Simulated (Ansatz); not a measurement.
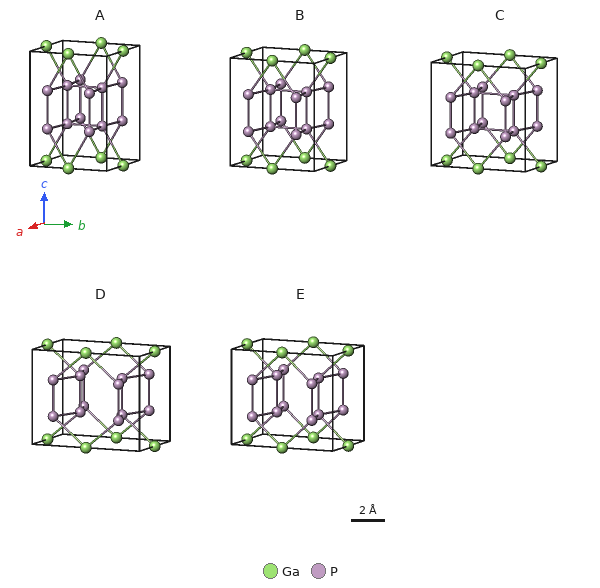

5 geometries from one relaxation of solid GaP₄ (a generated structure, set up in Cmmm), in shuffled order. The picture is a ball-and-stick view of the conventional cell (2 times the calculation's cell), seen slightly off an axis. Lengths and directions refer to the drawn axes.

The calculation used Ansatz 0.2.0, DFT PBE, scalar-relativistic, plane waves, PAW. Set-up: plane-wave cutoff 420 eV; k-point mesh 10 × 10 × 8; occupations gaussian; smearing width 0.1 eV; no spin polarisation; cell and atoms relaxed; force threshold 0.01 eV/Å; at most 80 steps.

**Put them in the order of the run, from the start to the converged end.**

D, E, C, B, A. They are steps 0, 8, 14, 16, 26, at +124 meV per atom, +112 meV per atom, +106 meV per atom, +43.3 meV per atom relative to the last. After 21 accepted moves (26 points after the start) the energy has fallen by 124 meV per atom. Largest force component: 0.17 eV/Å at the start, 0.0031 eV/Å at the end. Pressure: 0.03 GPa at the start and 0.01 GPa at the end. The line search rejected the trial steps at points 2, 11, 18 of the run. At 2 points the geometry stayed and the basis and grid were re-selected for the new cell (energy shift of 7.4 meV per atom at most each time). The largest moves relative to the cell, 0.24 Å, are those of P atoms. Ga stays in place. The volume changes by −6.7 %, with a 4.568 → 4.912 Å (+7.5 %), b 7.126 → 5.110 Å (−28.3 %), c 5.816 → 7.039 Å (+21.0 %). Some distances before and after: P–P 4.345 → 2.788 Å, P–P 2.781 → 2.321 Å, P–P 2.234 → 2.354 Å, Ga–P 2.816 → 2.726 Å. Among the angles between lasting bonds that change: P–Ga–P 79.0° → 118.5°, P–Ga–P 101.0° → 61.5°, P–P–P 142.2° → 169.1°. The space group stays Cmmm (No. 65).
